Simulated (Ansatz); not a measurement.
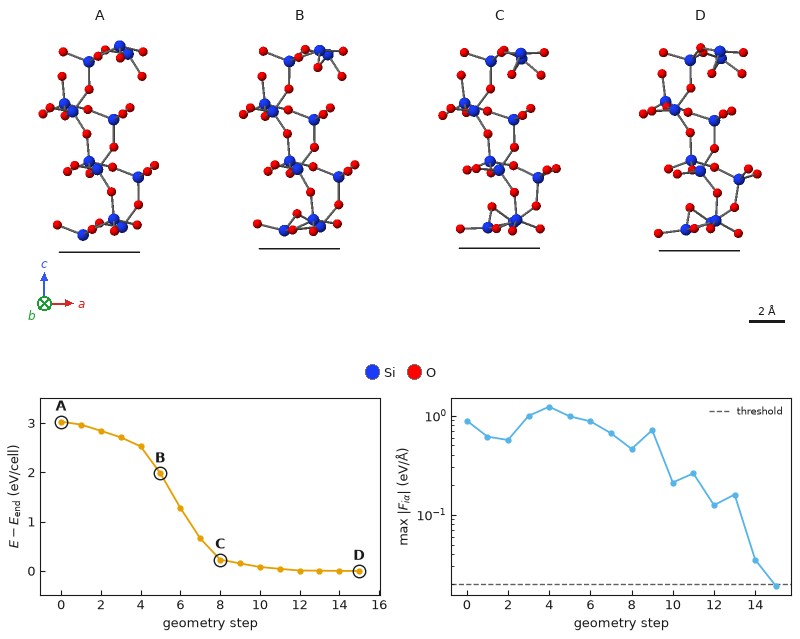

Frames of a relaxation of a slab of composition Si₆O₁₁ (cut from the P3_121 phase), marked on the history of the run. A ball-and-stick model of the cell of the calculation, outlined in the plane, without the vacuum (origin shifted), seen along the b axis.

Case: (1 0 1) slab, atoms relaxed. The slab is the (1 0 1) face of SiO2.

Method: DFT r2SCAN, scalar-relativistic, plane waves, PAW in Ansatz 0.2.0. (plane-wave cutoff 500 eV; k-point mesh 6 × 4 × 1; occupations gaussian; smearing width 0.05 eV; no spin polarisation; dipole correction; atoms relaxed in a fixed cell; force threshold 0.02 eV/Å; at most 60 steps)

Q: What happens along the run?

A: The largest moves relative to the layer's centre, 1.06 Å, are those of O atoms. Largest moves by element: O 1.06 Å, Si 0.68 Å. The cell doesn't change. Among the contacts that change: Si–Si 3.065 → 2.286 Å, O–Si 1.616 → 1.667 Å, O–Si 1.616 → 1.645 Å, O–Si 1.612 → 1.604 Å. Bond angles that change, for instance: Si–O–Si 143.4° → 86.8°, Si–O–Si 143.4° → 165.1°, Si–O–Si 143.4° → 157.0°. After 15 geometry steps the energy has fallen by 3.029 eV per cell of the calculation. Largest force component: 0.89 eV/Å at the start, 0.019 eV/Å at the end. From step 0 to 5: O atoms move most (0.57 Å), energy −1.051 eV per cell of the calculation. From step 5 to 8: O atoms move most (0.54 Å), energy −1.747 eV per cell of the calculation. From step 8 to 15: O atoms move most (0.32 Å), energy −0.230 eV per cell of the calculation.
